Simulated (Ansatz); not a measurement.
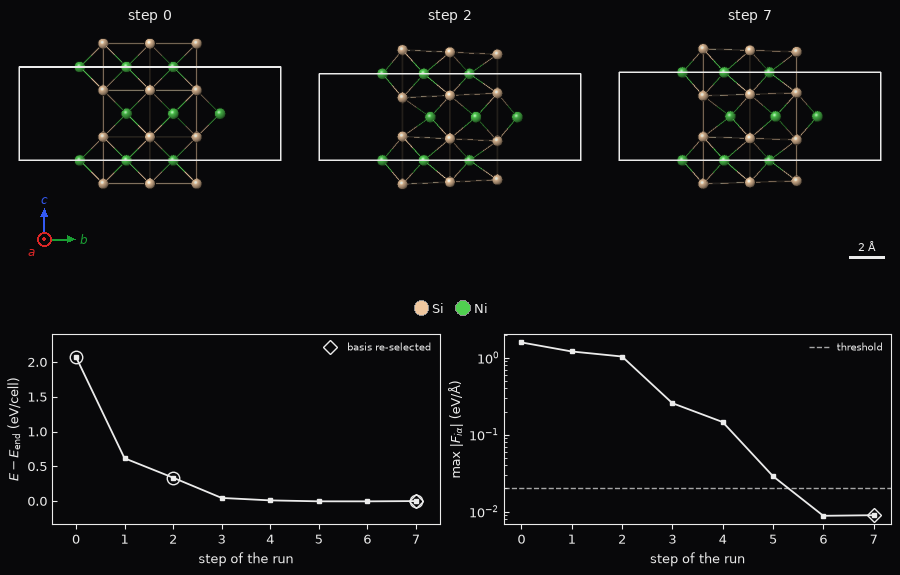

Frames of a relaxation of a wire of composition Si$_{2}$Ni, marked on the history of the run. A ball-and-stick model of the cell of the calculation, with the vacuum cut short, seen along the a axis.

Case: wire along [0 0 1], 24 atoms a period.

Computed with DFT PBEsol, scalar-relativistic, plane waves, PAW (Ansatz 0.2.0). Settings: plane-wave cutoff 420 eV; k-point mesh 1 × 1 × 10; occupations gaussian; smearing width 0.05 eV; no spin polarisation; cell relaxed at fixed a, b, alpha, beta, gamma; force threshold 0.02 eV/Å; at most 45 steps.

### Describe the path.

Over 6 accepted moves (7 points after the start) the energy falls by 2.075 eV per cell of the calculation. Largest force component: 1.6 eV/Å at the start, 0.009 eV/Å at the end. At 1 point the geometry stayed and the basis and grid were re-selected for the new cell (energy shift of 4.0 meV per cell of the calculation at most each time). The largest moves relative to the layer's centre, 0.22 Å, are those of Ni atoms. By element the largest moves are Ni 0.22 Å, Si 0.13 Å. Along the periodic axis the drawn cell goes c 5.391 → 5.078 Å (−5.8 %). Some distances before and after: Si–Si 2.696 → 2.371 Å, Si–Si 2.696 → 2.957 Å, Si–Si 2.696 → 2.478 Å, Si–Si 2.696 → 2.539 Å. Among the angles between lasting bonds that change: Si–Ni–Si 109.5° → 100.4°, Si–Ni–Si 180.0° → 172.9°, Si–Ni–Si 109.5° → 115.2°. From step 0 to 2: Ni atoms move most (0.22 Å), energy −1.738 eV per cell of the calculation. From step 2 to 7: Si atoms move most (0.07 Å), energy −0.337 eV per cell of the calculation.

```json
{"step": "0", "E − E(0), meV/atom": "0.00", "largest force component, eV/Å": "1.5888", "note": ""}
{"step": "1", "E − E(0), meV/atom": "-60.78", "largest force component, eV/Å": "1.2114", "note": ""}
{"step": "2", "E − E(0), meV/atom": "-72.42", "largest force component, eV/Å": "1.0418", "note": ""}
{"step": "3", "E − E(0), meV/atom": "-84.57", "largest force component, eV/Å": "0.2575", "note": ""}
{"step": "4", "E − E(0), meV/atom": "-86.04", "largest force component, eV/Å": "0.1463", "note": ""}
{"step": "5", "E − E(0), meV/atom": "-86.61", "largest force component, eV/Å": "0.0289", "note": ""}
{"step": "6", "E − E(0), meV/atom": "-86.62", "largest force component, eV/Å": "0.0088", "note": ""}
{"step": "7", "E − E(0), meV/atom": "-86.45", "largest force component, eV/Å": "0.0090", "note": "same geometry, new basis"}
```
